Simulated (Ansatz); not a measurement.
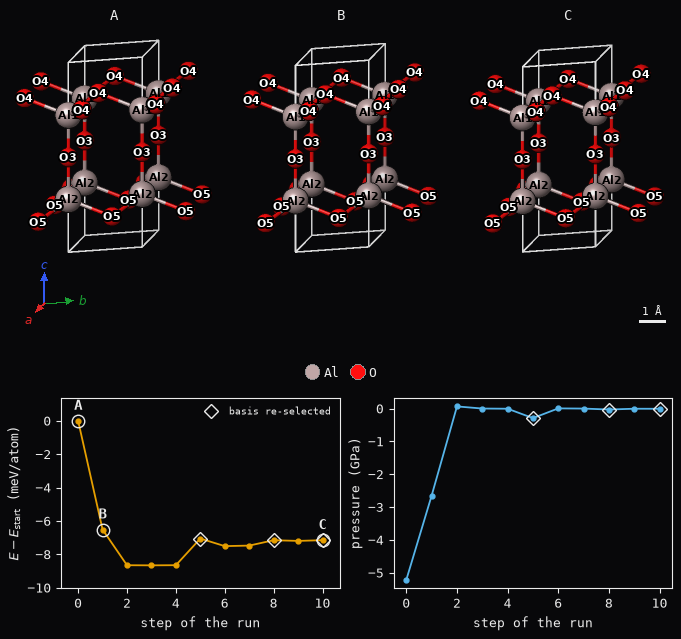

Frames of a relaxation of a crystal of Al$_{2}$O$_{3}$ (set up in P-3m1), marked on the history of the run. The picture is a ball-and-stick view of the cell of the calculation, seen slightly off an axis.

The run lets cell and atoms move.

The calculation used Kohn-Sham DFT of a periodic cell, PBEsol with D4, Ansatz PAW (Ansatz 0.2.0).

The input:
```yaml
crystal:
  lattice:
    - [3.017482544, 0.0, 0.0]
    - [-1.508741272, 2.6132165386, 0.0]
    - [0.0, 0.0, 7.5746360022]
  atoms:
    - { symbol: Al, position: [0.0, 0.0, 0.722049] }
    - { symbol: Al, position: [0.0, 0.0, 0.277951] }
    - { symbol: O, position: [0.0, 0.0, 0.5] }
    - { symbol: O, position: [0.6666666667, 0.3333333333, 0.800546] }
    - { symbol: O, position: [0.3333333333, 0.6666666667, 0.199454] }
hamiltonian:
  xc: pbesol
  pseudopotentials: { kind: paw }
  dispersion: d4
kpoints:
  mp_grid: { grid: [10, 10, 4] }
scf:
  occupations: { method: fermi_dirac, width: 0.05 }
output:
  forces: true
  stress: true
  eigenvalues: true
relax:
  f_tol: 0.01
  max_steps: 40
  cell: { stress_tol: 0.05 }
```

Run as
```bash
ansatz run input.yaml --threads 2 --pin off --max-ram 5632MiB --backend cpu --events-out ev --progress --plain --runs-dir out
```

### What happens along the run?

After 7 accepted moves (10 points after the start) the energy has fallen by 7.1 meV per atom. Largest force component: 0.19 eV/Å at the start, 0.0002 eV/Å at the end. The pressure goes from −5.21 to 0.00 GPa. The SCF was repeated 3 times at an unchanged geometry on a basis and grid sized afresh for the cell, which shifted the energy by 1.6 meV per atom at most. The largest moves relative to the cell, 0.044 Å, are those of O4 and O5. O4 goes along +c. By element the largest moves are O 0.044 Å, Al 0.029 Å. Cell: a = b 3.017 → 2.979 Å (−1.3 %), c 7.575 → 7.385 Å (−2.5 %). Volume −5.0 %. Some distances before and after: Al1–O4 1.841 → 1.820 Å, Al1–O3 1.682 → 1.669 Å. The space group stays P-3m1 (No. 164). Cost: 16 s on 2 threads of Arm Neoverse V2, with other jobs on the host, peak memory 0.35 GiB. From step 0 to 1: O atoms move most (0.04 Å), volume −3.1 %, energy −6.5 meV per atom. From step 1 to 10: volume −2.0 %, energy −0.6 meV per atom.

| step | E − E(0), meV/atom | largest force component, eV/Å | pressure, GPa | volume, Å³/atom | note |
| --- | --- | --- | --- | --- | --- |
| 0 | 0.00 | 0.1935 | -5.21 | 11.946 |  |
| 1 | -6.51 | 0.2007 | -2.65 | 11.575 |  |
| 2 | -8.65 | 0.0650 | 0.07 | 11.438 |  |
| 3 | -8.66 | 0.0035 | 0.00 | 11.440 |  |
| 4 | -8.65 | 0.0003 | 0.00 | 11.443 |  |
| 5 | -7.05 | 0.0006 | -0.29 | 11.443 | same geometry, new basis |
| 6 | -7.50 | 0.0030 | 0.01 | 11.349 |  |
| 7 | -7.47 | 0.0003 | 0.00 | 11.358 |  |
| 8 | -7.15 | 0.0005 | -0.03 | 11.358 | same geometry, new basis |
| 9 | -7.19 | 0.0002 | 0.00 | 11.348 |  |
| 10 | -7.15 | 0.0002 | 0.00 | 11.348 | same geometry, new basis |
